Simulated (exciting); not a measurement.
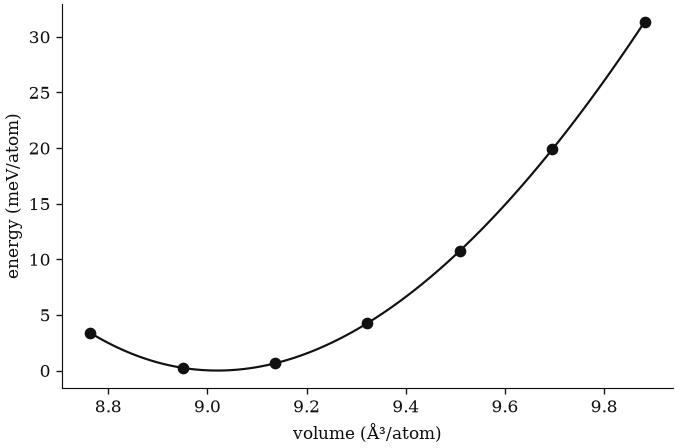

The figure shows the energy against volume for ZrH₂, space group Fm-3m (No. 225).

Cell as given: a = 3.407 Å, b = 3.407 Å, c = 3.407 Å, α = 60.00°, β = 60.00°, γ = 60.00°; 3 atoms.

Calculation (exciting sodium): all-electron LAPW DFT, no spin polarisation; energies at scaled volumes of the given cell, shape and fractions fixed, counted from the fit's minimum, third-order Birch-Murnaghan fit. Level: PBEsol.

```
         setting                                        value
          k mesh                                     10×10×10
     occupations                                  Fermi–Dirac
  smearing width                                      0.05 eV
      potentials  all electron LAPW+lo, shipped species files
program settings                                     rgkmax 5
```

Question: Give the fitted equation-of-state parameters.

Answer: A third-order Birch–Murnaghan fit gives V0 = 9.02 Å³/atom, B0 = 142 GPa and B′ = 4.0.

The computed values:

| volume (Å³/atom) | energy (meV/atom) |
| --- | --- |
| 8.7633 | 3.40 |
| 8.9498 | 0.25 |
| 9.1362 | 0.66 |
| 9.3227 | 4.26 |
| 9.5091 | 10.77 |
| 9.6956 | 19.90 |
| 9.8820 | 31.38 |
